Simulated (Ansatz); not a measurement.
## Electronic structure of CdSe in real space

Input

```
crystal:
  lattice:
    - [-0.2272687163, 2.7885732062, 3.0984146735]
    - [3.0984146735, -0.2272687163, 3.0984146735]
    - [2.8711459572, 2.5613044898, 0.0]
  atoms:
    - { symbol: Cd, position: [0.0, 0.0, 0.0] }
    - { symbol: Se, position: [0.75, 0.75, 0.75] }
basis:
  ecutwfc: 420
kpoints:
  mp_grid: { grid: [10, 10, 10] }
hamiltonian:
  xc: pbe
scf:
  occupations: { method: gaussian, width: 0.05 }
output:
  forces: true
  stress: true
  eigenvalues: true
  write_density: true
  write_potential: true
  elf: true
  volumetric_format: npy
```

Run with:

```sh
ansatz run input.yaml --threads 1 --pin off --max-ram 2048MiB --backend cpu --events-out ev --progress --plain --runs-dir out
```

Below, planes, directions and counts refer to the conventional cell (a = 5.60 Å, b = 6.20 Å, c = 3.85 Å, α = 90.00°, β = 127.08°, γ = 90.00°).

Space group C2; a structure from a database of computed crystals, not necessarily the ambient phase; changed on purpose from its base cell (engineering shear strain xz -0.1467, normal strain along z -0.1000); not relaxed (largest force 1.4 eV/Å); computed pressure about 8 GPa in this cell.

Level of theory: DFT PBE, scalar-relativistic, plane waves, PAW (Ansatz 0.2.0).

The density is the valence pseudo-density of a PAW calculation; it isn't the true density close to the nuclei.

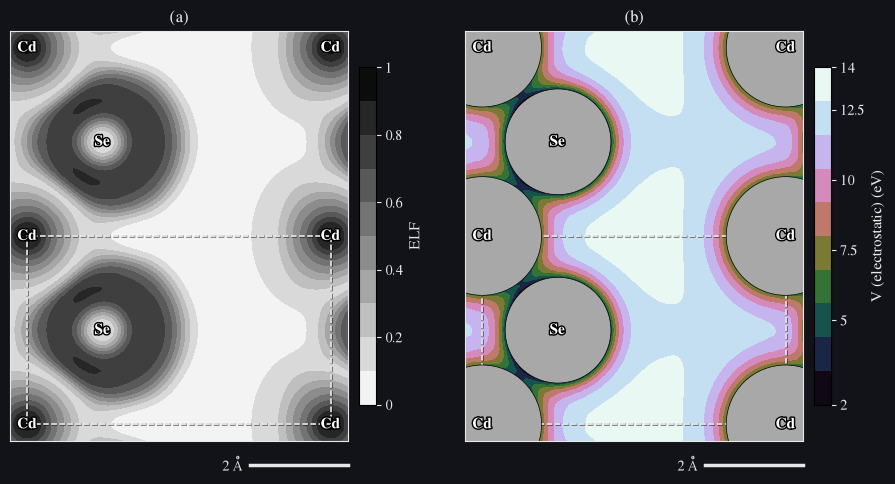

Figure 1. (a) ELF; (b) electrostatic potential energy of an electron on the (100) plane of the conventional cell. Grey discs cover the atomic cores in the potential map.

Interpret the plot.

Answer. The section cuts through Cd and Se sites.
Cd–Se (2.47 Å): the ELF is about 0.40 at the midpoint.
The features right at Cd lie inside the PAW spheres, where the map follows smoothed inner orbitals and isn't to be read closely.
Outside the cores the potential energy rises away from the atoms and is highest about 2.4 Å from the nearest atoms; its zero is arbitrary.

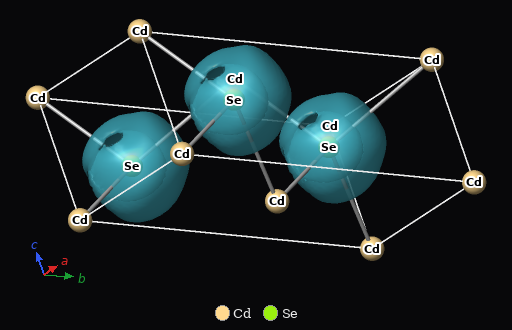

Figure 2. Isosurface of the electron localisation function at 0.75 (cyan), seen at an oblique angle. Only the valence region is drawn (cores and ρ < 0.01 e/Å³ removed). Sticks mark near contacts.

Identify the bonds, lone pairs and shells in this picture.

Answer. The ELF exceeds this value in two regions wrapped around Se (the valence shell of each), counted in one cell of 4 atoms. Regions shared between cells count once. Along the contacts the grid gives the following. Cd–Se (2.73 Å): the ELF is about 0.35 at the midpoint and 0.15 at its lowest between the atoms.
